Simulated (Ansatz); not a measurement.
# SnO (slab): what the fields show

Input

```
crystal:
  lattice:
    - [3.820559223, -1.44282e-05, 0.0]
    - [1.45033e-05, 3.820559223, 0.0]
    - [0.0, 0.0, 42.0562108187]
  atoms:
    - { symbol: Sn, position: [0.7499972411, 0.2500027589, 0.4045550556] }
    - { symbol: O, position: [0.2499972411, 0.2500027589, 0.4326609246] }
    - { symbol: O, position: [0.7499972411, 0.7500027589, 0.4326609246] }
    - { symbol: Sn, position: [0.2499972411, 0.7500027589, 0.4607667936] }
    - { symbol: Sn, position: [0.2499972411, 0.2500027589, 0.5392332064] }
    - { symbol: O, position: [0.7499972411, 0.2500027589, 0.5673390754] }
    - { symbol: O, position: [0.2499972411, 0.7500027589, 0.5673390754] }
    - { symbol: Sn, position: [0.7499972411, 0.7500027589, 0.5954449444] }
  periodic: [true, true, false]
basis:
  ecutwfc: 420
kpoints:
  mp_grid: { grid: [6, 6, 1] }
  band_path:
    path:
      - [0, 0, 0]
      - [0.5, 0, 0]
      - [0.5, 0.5, 0]
      - [0, 0.5, 0]
      - [0, 0, 0]
      - [0.5, 0.5, 0]
    npoints: 8
hamiltonian:
  xc: pbe
  dispersion: d3bj
scf:
  occupations: { method: gaussian, width: 0.02 }
output:
  forces: true
  stress: true
  eigenvalues: true
  write_density: true
  write_potential: true
  elf: true
  volumetric_format: npy
relax:
  adjacent_minimum: "off"
  f_tol: 0.01
  max_steps: 50
  constraints: [{ sites: [0, 4], fix: xy }]
```

Run with:

```sh
ansatz run input.yaml --threads 2 --pin off --max-ram 5120MiB --backend cpu --events-out ev --progress --plain --runs-dir out
```

The fields are those of the run's last geometry, not of the input's.

These are results of Ansatz, DFT PBE+D3(BJ), scalar-relativistic, plane waves, PAW, not measurements.

The density is the valence pseudo-density of a PAW calculation; it isn't the true density close to the nuclei.

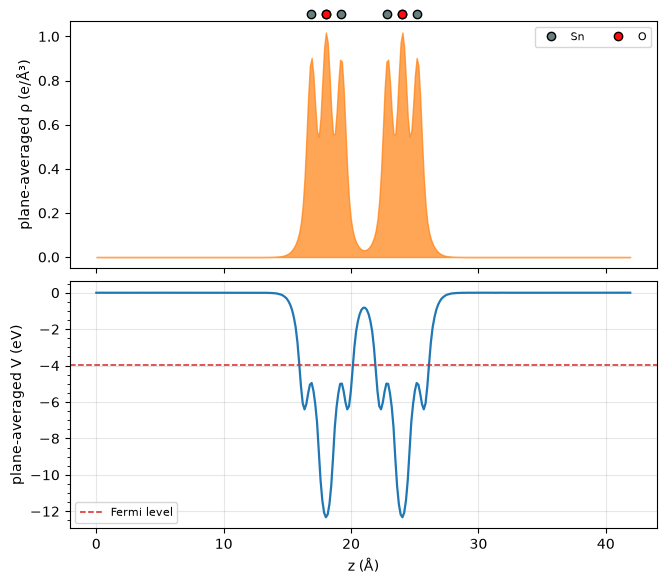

Figure 1. Plane average of the electrostatic potential energy of an electron and of the valence electron density across the slab. Circles mark the heights of the atoms.

**How far above the Fermi level of the calculation is the vacuum level?**

4.0 eV. The slab has a gap, so the Fermi level lies inside it and this isn't a work function in the metallic sense.

**How thick is the slab, and how wide the vacuum?**

The outermost nuclei are 8.3 Å apart, in 6 atomic planes; the vacuum between periodic images is 33.7 Å wide.

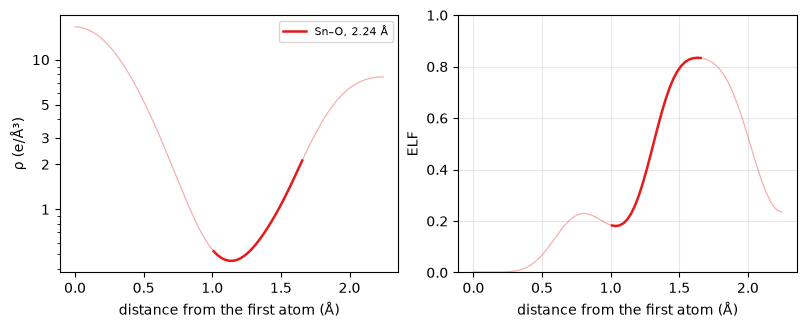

Figure 2. Valence charge density (pseudo) and electron localisation function along straight lines between neighbouring atoms. Thin, pale parts lie inside the atomic spheres.

**What can be read from the curves?**

Sn–O (2.24 Å): ρ is about 0.45 e/Å³ halfway; the ELF peaks at about 0.85 in the valence shell of O, 0.6 Å from its nucleus, and is about 0.20 at the midpoint; no localised pair shows between them.
